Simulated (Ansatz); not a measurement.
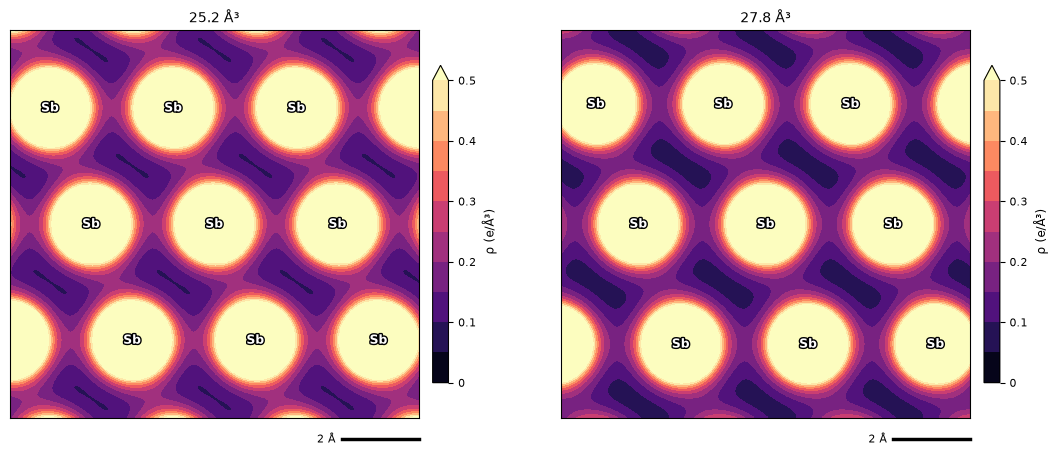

Sb. The valence pseudo-density of cells scaled evenly to different volumes (given per atom above each panel), on the (010) plane of each (indices in the axes of the cell below), at one length scale and on one colour scale.

A structure from a database of computed crystals, not necessarily the ambient phase.

Method: Ansatz, Kohn-Sham DFT of a periodic cell, LDA, Ansatz PAW.

In a PAW calculation such maps are meaningful between the atoms, not at the nuclei.

The largest cell:

```
CELL_PARAMETERS angstrom
-1.90804 1.90804 1.90804
1.90804 -1.90804 1.90804
1.90804 1.90804 -1.90804
ATOMIC_POSITIONS crystal
Sb 0.00000 0.00000 0.00000
```

| volume (Å³/atom) | Sb–Sb contact in the plane (Å) | ρ at its midpoint (e/Å³) | pressure (GPa) | 
| --- | --- | --- | --- |
| 25.16 | 3.197 | 0.208 | 1.7 | 
| 25.69 | 3.220 | ? | ? | 
| 27.79 | 3.305 | 0.177 | −4.6 | 

### What values belong in the row with question marks?

Over the known rows ln ρ falls by 1.49 per Å of Sb–Sb distance (the line through the two), which gives 0.201 e/Å³ at 3.220 Å; the calculation gives 0.201 e/Å³. For the pressure, a straight line in volume between the neighbouring rows gives 0.4 GPa; the calculation gives 0.1, lower because pressure rises ever faster on compression.
